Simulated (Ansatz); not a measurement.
## Al: single-point calculation

System: Al (I4/mmm, 1 atom in the cell).
Method: DFT PBE, scalar-relativistic, plane waves, PAW, no spin polarisation (Ansatz 0.2.0).

The structure derives from an entry of the Crystallography Open Database. It belongs to a series of runs on one base structure; here: ratio of the length along z to the lengths across it x 0.92, volume and fractional coordinates fixed.

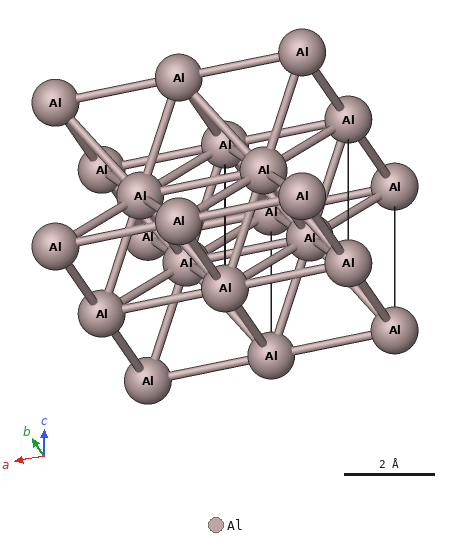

The structure as given in the input (ball-and-stick view of the cell 2 times as large as that of the calculation, set on its symmetry axes, repeated 2 × 2 × 1, seen at an oblique angle). An atom can appear more than once, as a periodic image. Near neighbours in the periodic cell (some may lie outside the picture): Al has 12 Al at 2.83 to 2.94 Å.

Summary

- outcome: converged
- space group (tolerance 0.01 Å): I4/mmm (139)
- electrons treated: 3
- free energy: −537.4923 eV
- Fermi energy: 7.884 eV
- gap on the k-point mesh: none (metallic)
- pressure: 0.02 GPa
- largest force (length of the vector): under 0.001 eV/Å
- hardware: 1 thread of Intel Xeon (Sapphire Rapids), 32 GiB of memory available, shared host
- wall time: 4.7 s
- peak memory: 0.44 GiB

Input file
```yaml
crystal:
  lattice:
    - [0.0, 2.0810232911, 1.9145414278]
    - [2.0810232911, 0.0, 1.9145414278]
    - [2.0810232911, 2.0810232911, 0.0]
  atoms:
    - { symbol: Al, position: [0.0, 0.0, 0.0] }
basis:
  ecutwfc: 420
kpoints:
  mp_grid: { grid: [22, 22, 22] }
hamiltonian:
  xc: pbe
scf:
  occupations: { method: gaussian, width: 0.15 }
output:
  forces: true
  stress: true
  eigenvalues: true
  write_density: true
  write_potential: true
  elf: true
  volumetric_format: npy
```

Command:
```bash
ansatz run input.yaml --threads 1 --pin off --max-ram 2560MiB --backend cpu --events-out ev --progress --plain --runs-dir out
```

What the program printed
```
Engine: ansatz 0.2.0, x86_64-unknown-linux-gnu
Pseudopotentials: kind: paw
Pseudopotential: Al, paw, valence charge 3, recommended cutoff 420 eV (normal), Al.paw.azcp
Functional definition: PBE
  parameter kappa = 0.804
  parameter beta = 0.06672455060314922
  exchange = pbe_x(kappa = kappa, mu = beta*pi^2/3)
  correlation = pbe_c(beta = beta)
Crystal: 1 atoms, lattice volume = 16.582 Å³
Basis set: ecut = 420 eV, 323 PW (Γ), exchange–correlation on 40×40×40 points (8 copies of the dense FFT grid, shifted against one another)
Bands: 6, of which v1, the nominal top of the filled ones, is band 2 counted from 1 (1 counted from 0)
Symmetry: 16 space group operations
Space group: I4/mmm (ITA 139), of the structure as read, at distance tolerance 2.6e-5 Å
k-points: 834 of 10648
Non-local potential: Al, projectors of the file, l = 0: 2, l = 1: 2, l = 2: 1
PAW form: soft (Blöchl's): semilocal exchange-correlation on the pseudo side does not see the compensation charge
PAW one-centre angular grid: Al, 110 points (default); XC on 64 Gauss nodes
Initial density: superposition of atomic densities (neutral atoms: chi_scale 0, normalization atom), corrected by the library's trained network
Initial wavefunctions: pseudopotential atomic-orbital guess
Functional: x = pbe(κ = 0.804, μ = 0.2195149727645171), c = pbe(β = 0.06672455060314922)
SCF iter   1: F=—  HF=-537.492265 eV  |F-HF|=—  |Δ(HF+E_count)|=         —  Δρ=5.23e-4  dr2=2.02e-5  ethr=1.77e-3  ⟨swp⟩=4.6  Hψ=41631  notcnv=0
preconditioner: auto → none  [metal: Δε(μ)=0.007 eV  Ē_g=13.162 eV  σ=0.150 eV  W_gap=0.03  n_scr=0 (ndim 8)  ℏωp=15.8 eV  f_vac=0.000  D(μ)=0.42/eV (n_scr^D=0)]
SCF iter   2: F=—  HF=-537.492307 eV  |F-HF|=—  |Δ(HF+E_count)|=   4.25e-5  Δρ=2.60e-4  dr2=4.68e-6  ethr=6.72e-7  ⟨swp⟩=2.0  Hψ=12750  notcnv=0
iter 3 did not close the SCF: its close was put off for the readings that it lacked (scf_convergence_deferred on its scf_iter line)
SCF iter   3: F=-537.492317 eV  HF=-537.492317 eV  |F-HF|=1.36e-9  |Δ(HF+E_count)|=   9.68e-6  Δρ=1.20e-5  dr2=2.00e-8  ethr=1.56e-7  ⟨swp⟩=1.0  Hψ=4668  notcnv=0
iter 4 did not close the SCF: its close was put off for the readings that it lacked (scf_convergence_deferred on its scf_iter line)
SCF iter   4: F=-537.492317 eV  HF=-537.492317 eV  |F-HF|=4.80e-10  |Δ(HF+E_count)|=   1.34e-9  Δρ=3.20e-6  dr2=1.79e-9  ethr=6.68e-10  ⟨swp⟩=1.2  Hψ=4871  notcnv=0
iter 5 did not close the SCF: its close was put off for the readings that it lacked (scf_convergence_deferred on its scf_iter line)
SCF iter   5: F=-537.492317 eV  HF=-537.492317 eV  |F-HF|=6.82e-13  |Δ(HF+E_count)|=  4.27e-10  Δρ=2.17e-7  dr2=6.58e-12  ethr=5.98e-11  ⟨swp⟩=1.0  Hψ=4650  notcnv=0
SCF iter   6: F=-537.492317 eV  HF=-537.492317 eV  |F-HF|=3.41e-13  |Δ(HF+E_count)|=  1.48e-12  Δρ=9.05e-8  dr2=1.57e-12  ethr=1.00e-12  ⟨swp⟩=4.0  Hψ=18636  notcnv=0
SCF 1 converged in 6 iterations: F = -537.492317 eV  dr2 = 1.57e-12
  greatest PAW one-centre occupation: 0.449 electrons in one spin orbital (limit 2), on the Al atom at site 0 (counted from 0), in its partial waves of l = 0
SCF converged after 6 iterations
Free energy (F): -537.492317 eV
Harris-Foulkes:  -537.492317 eV  (|F-HF|=3.41e-13)
Internal energy: -537.487563 eV  (E = F + TS)
E sigma→0 (E₀):  -537.489940 eV
Entropy (-TS):   -0.004754 eV (-4.754 meV/atom)
Fermi energy:    7.883555 eV
--- Per-component energies (eV) ---
  E_band       = 10.462182
  E_kinetic    = 22.686185
  E_local      = 9.804145  (includes V_loc(G=0)·N_el)
  E_nonlocal   = 10.345322
  E_hartree    = 0.098764
  E_xc         = -39.699588
  E_vxc        = -28.912592  (∫ρ·V_xc dr)
  E_paw        = -467.333775  (= ΣΔE_a)
  E_vpaw       = -3.658406  (= ΣTr[D̂ρ^β])
  E_aug_tail   = -0.000002  (compensation charges beyond the density's cutoff)
  E_ewald      = -73.388614
  E_smearing   = -0.004754  (= −TS)
  E_closure    = 0.000000  (closes the sum)
  Σ components = -537.492317   (vs F -537.492317, Δ=0.00e0)
--- Forces (eV/Å), atoms counted from 1 ---
  atom   1  Al    -0.00000000     0.00000000     0.00000000
  max |Σ_I F_I| component: 2.47e-32 eV/Å
--- Stress (GPa, compression-positive) ---
       -1.452638       0.000000       0.000000
        0.000000      -1.452638       0.000000
        0.000000       0.000000       2.973435
  P = ⅓ Tr σ = 0.0227 GPa (0.227 kbar)
--- Band table (eV; the first three rows and the last of 834) ---
  k-point 0: bands = ["-3.2000", "20.1868", "20.1868", "21.0548", "21.8118", "22.0819"]
  k-point 1: bands = ["-3.1439", "19.2760", "19.9643", "20.6288", "22.1289", "22.3763"]
  k-point 2: bands = ["-2.9756", "17.5693", "19.5220", "20.1937", "22.6025", "22.8713"]
  k-point 833: bands = ["5.8585", "7.4525", "12.4789", "12.4789", "12.5045", "15.8812"]
```

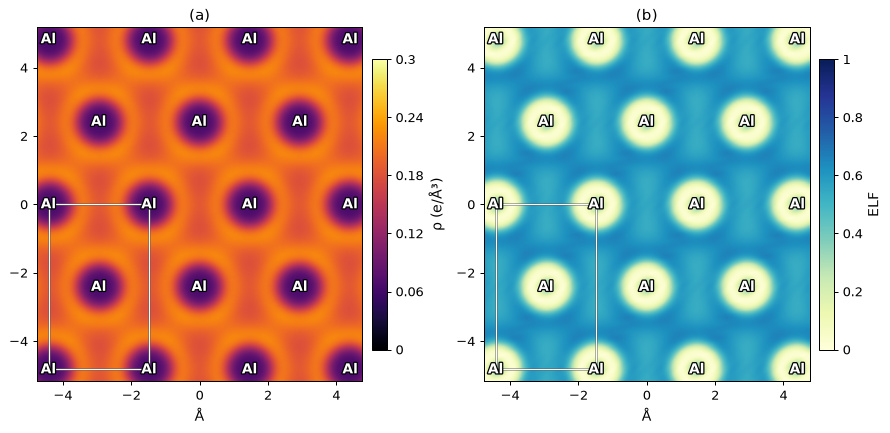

(a) valence pseudo-density; (b) electron localisation function on the (101̄) plane of the conventional cell. Atoms in the plane: Al. Al–Al (2.83 Å): the density is about 0.21 e/Å³ at the midpoint; the ELF is about 0.65 at the midpoint (metallic bonding. Al–Al (2.94 Å): the density is about 0.19 e/Å³ at the midpoint; the ELF is about 0.55 at the midpoint, as expected for metallic bonding. Away from the nuclei the density in this plane falls to 0.18 e/Å³ at its lowest. The fields are those of the smooth PAW valence density.

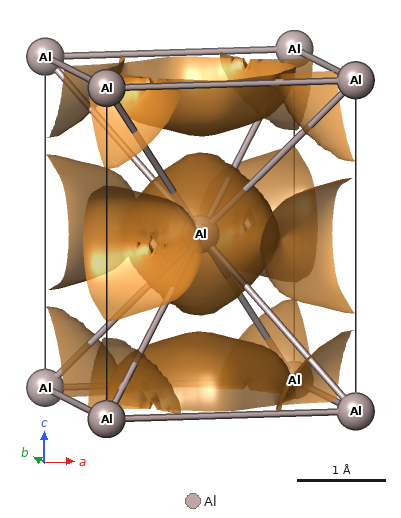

Isosurface of the ELF at 0.5 (orange), seen slightly off an axis. Only the valence region is drawn (cores and ρ < 0.01 e/Å³ removed). Sticks mark near contacts. The outline is the cell set on symmetry axes. Along the contacts the grid gives the following. Al–Al (2.83 Å): the ELF peaks at about 0.65 between the atoms.
